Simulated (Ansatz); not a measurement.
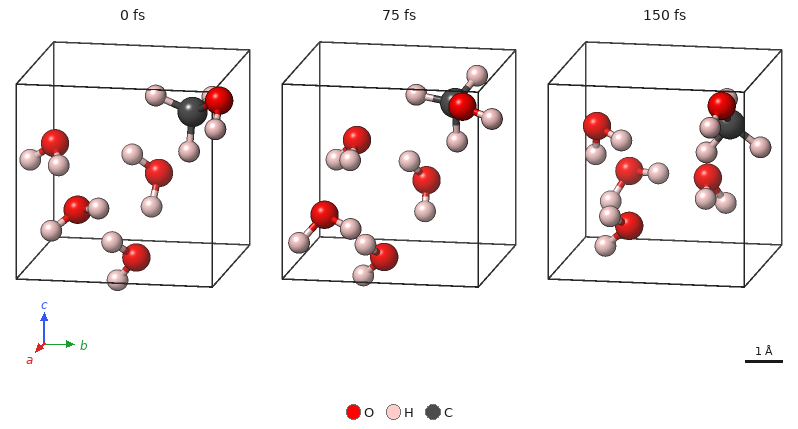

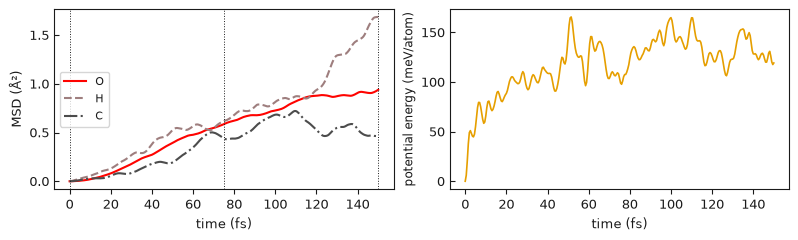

First-principles dynamics of a periodic cell with 4 H2O + 1 CH3OH at 1.027 g/cm³, 150 fs long. Frames and the history of the run. A ball-and-stick model of the simulation cell, seen slightly off an axis. Atoms that leave the cell re-enter on the other side.

The calculation used DFT PBE-D3(BJ), scalar-relativistic, plane waves, PAW (Ansatz). Set-up: plane-wave cutoff 420 eV; k-point mesh 1 × 1 × 1; Fermi-Dirac smearing 0.02 eV; Langevin thermostat (NVT); set temperature 1500 K; time step 0.5 fs; friction 0.02 per fs.

**Describe the run.**

Root-mean-square distances from the starting positions over the second half, with the common drift of all atoms taken out: H 1.00 Å, O 0.89 Å, C 0.75 Å. The heavy atoms stay within a fraction of a molecule's size of their starting places; so short a run doesn't tell a liquid from a solid. The mean temperature in the second half is 1365 K (standard deviation 370 K). The potential energy in the second half lies on average 133 meV per atom above the first frame.

Limits of the set-up: the periodic images lie only 5.5 Å apart, so the values are limited by the cell's size.

The run took 4.2 min on 1 thread of Arm Neoverse V1, with other jobs on the host, peak memory 0.3 GiB.
